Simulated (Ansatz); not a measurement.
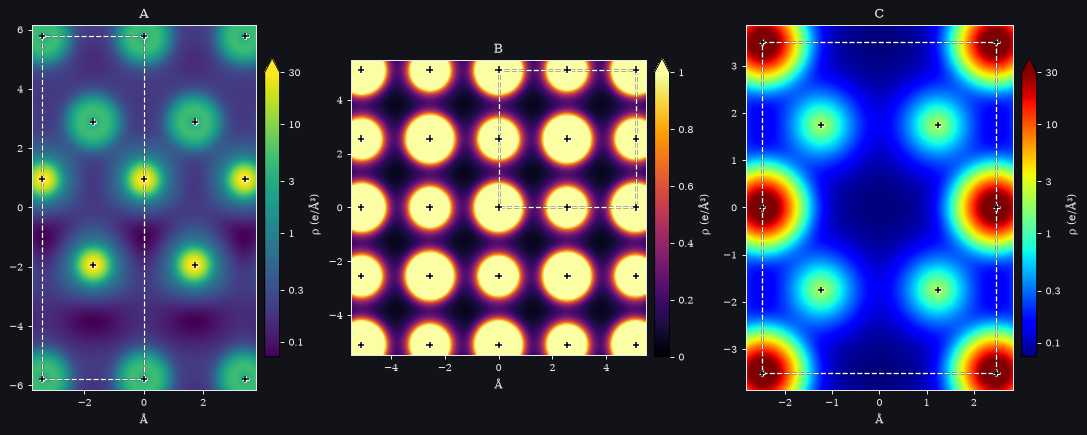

The valence electron density of 3 systems, each on a plane through atoms (crosses mark nuclei in the plane).

Method: Ansatz, DFT PBEsol, scalar-relativistic, plane waves, PAW.

System 1: TaAs, the (010) plane of the conventional cell. Space group I4₁md; a structure from a database of computed crystals, not necessarily the ambient phase.

System 2: LuH$_{2}$, the (101) plane of the conventional cell. Space group Fm-3m; computed without spin polarisation.

System 3: SrO, the (100) plane of the conventional cell. Space group Fm-3m.

```xyz
8
Lattice="5.1224 0.0000 0.0000 0.0000 5.1224 0.0000 0.0000 0.0000 5.1224" Properties=species:S:1:pos:R:3 pbc="T T T"
Sr    2.5612    0.0000    0.0000
Sr    0.0000    2.5612    0.0000
Sr    0.0000    0.0000    2.5612
Sr    2.5612    2.5612    2.5612
O     0.0000    0.0000    0.0000
O     2.5612    2.5612    0.0000
O     2.5612    0.0000    2.5612
O     0.0000    2.5612    2.5612
```

Question: Which map belongs to which system?

Answer: Panel A is system 1, TaAs: the plane holds Ta and As. Ta–As (2.59 Å): ρ is about 0.43 e/Å³ halfway. Panel B is system 3, SrO: the plane holds Sr and O. Sr–O (2.56 Å): ρ at the midpoint is about 0.24 e/Å³. Panel C is system 2, LuH$_{2}$: the plane holds Lu and H. Lu–H (2.15 Å): ρ is about 0.43 e/Å³ halfway.
